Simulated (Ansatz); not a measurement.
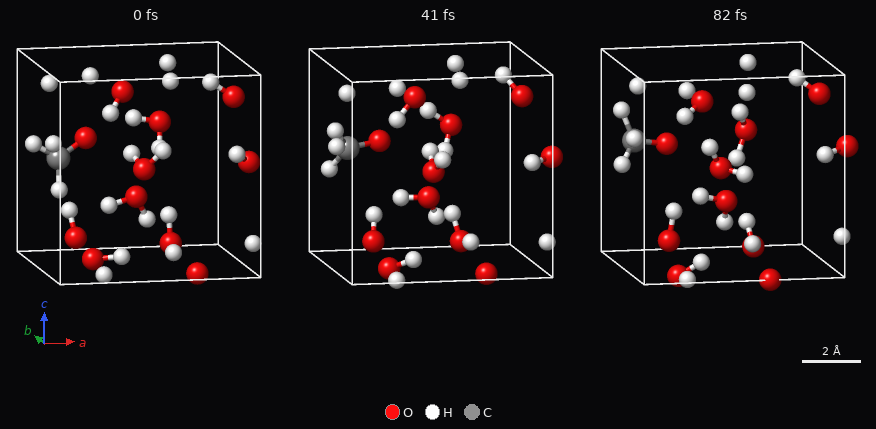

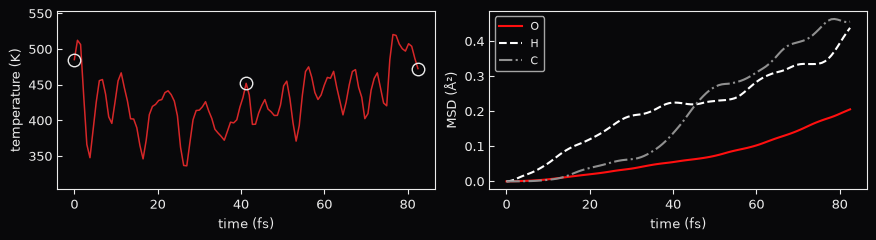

Molecular dynamics of a periodic cell with 10 H2O + 1 H2CO at 0.967 g/cm³, 82 fs long. It starts from the last geometry of an earlier run, with fresh velocities. Frames and the history of the run. A ball-and-stick model of the simulation cell, seen from a free direction.

Computed with DFT PBE, scalar-relativistic, plane waves, PAW (Ansatz 0.2.0). Run with plane-wave cutoff 420 eV; k-point mesh 1 × 1 × 1; Fermi-Dirac smearing 0.05 eV; Langevin thermostat (NVT); set temperature 500 K; time step 0.75 fs; friction 0.005 per fs.

Input
```yaml
crystal:
  lattice:
    - [7.120367, 0.0, 0.0]
    - [0.0, 7.120367, 0.0]
    - [0.0, 0.0, 7.120367]
  atoms:
    - { symbol: O, position: [0.64067605, 0.41899332, 0.11392858] }
    - { symbol: H, position: [0.63345962, 0.43285677, 0.25167012] }
    - { symbol: H, position: [0.6270722, 0.28978808, 0.08877608] }
    - { symbol: O, position: [0.29468429, 0.61285197, 0.0154067] }
    - { symbol: H, position: [0.29862044, 0.69587292, -0.09294289] }
    - { symbol: H, position: [0.42384274, 0.54873465, 0.03385375] }
    - { symbol: O, position: [0.69572804, 0.05429824, 1.0218743] }
    - { symbol: H, position: [0.74748073, -0.00648929, 0.90748582] }
    - { symbol: H, position: [0.56560471, 0.07237453, 0.97370031] }
    - { symbol: O, position: [0.49747994, 0.36847222, 0.49219783] }
    - { symbol: H, position: [0.57911478, 0.31072147, 0.58999476] }
    - { symbol: H, position: [0.46126534, 0.49224229, 0.55153607] }
    - { symbol: O, position: [0.09820477, 0.09175643, 0.21277557] }
    - { symbol: H, position: [-0.02477017, 0.06279535, 0.15892806] }
    - { symbol: H, position: [0.07749785, 0.14426111, 0.34079746] }
    - { symbol: O, position: [0.5491033, 0.79582343, 0.2846189] }
    - { symbol: H, position: [0.41063358, 0.7852797, 0.24897342] }
    - { symbol: H, position: [0.61251955, 0.84116938, 0.16464215] }
    - { symbol: O, position: [0.9551278, 0.42448374, 0.82478511] }
    - { symbol: H, position: [0.84002311, 0.42134245, 0.90198691] }
    - { symbol: H, position: [1.04288873, 0.45362384, 0.91820044] }
    - { symbol: O, position: [0.34301061, 1.14791202, 0.91733021] }
    - { symbol: H, position: [0.24822795, 1.13635535, 1.0171935] }
    - { symbol: H, position: [0.26902668, 1.08074376, 0.82423896] }
    - { symbol: O, position: [0.68287748, 0.87560418, 0.63718442] }
    - { symbol: H, position: [0.55239012, 0.87740873, 0.6609262] }
    - { symbol: H, position: [0.67295891, 0.83175449, 0.51516657] }
    - { symbol: O, position: [0.97512416, 0.1602721, 0.54553202] }
    - { symbol: H, position: [1.01887472, 0.24407314, 0.65494207] }
    - { symbol: H, position: [0.89498784, 0.06335914, 0.60226802] }
    - { symbol: O, position: [0.28964315, 0.76033049, 0.58965928] }
    - { symbol: C, position: [0.14741673, 0.73157321, 0.49998329] }
    - { symbol: H, position: [0.14517108, 0.70097783, 0.34774279] }
    - { symbol: H, position: [0.01915523, 0.71191786, 0.57813208] }
basis:
  ecutwfc: 420.0
kpoints:
  mp_grid: { grid: [1, 1, 1] }
hamiltonian:
  xc: pbe
scf:
  occupations: { method: fermi_dirac, width: 0.05 }
  lower_state_search: "off"
md:
  timestep: 0.75
  n_steps: 110
  ensemble: nvt_langevin
  temperature: 500.0
  initial_velocities: maxwell_boltzmann
  seed: 471345
  friction: 0.005
```

Command:
```bash
ansatz run input.yaml --threads 1 --pin off --max-ram 3072MiB --backend cpu --events-out ev --progress --plain --runs-dir out
```

What happens in this trajectory?

Over the second half the temperature averages 445 K (spread ±35 K). The potential energy in the second half lies on average 5.5 meV per atom above the first frame. Root-mean-square distances from the starting positions over the second half, with the common drift of all atoms taken out: C 0.58 Å, H 0.54 Å, O 0.34 Å. The heavy atoms stay within a fraction of a molecule's size of their starting places; so short a run doesn't tell a liquid from a solid.

Limits of the set-up: the periodic images lie only 7.1 Å apart, so the values are limited by the cell's size.

The run took of the order of 5 core-minutes on a shared host.
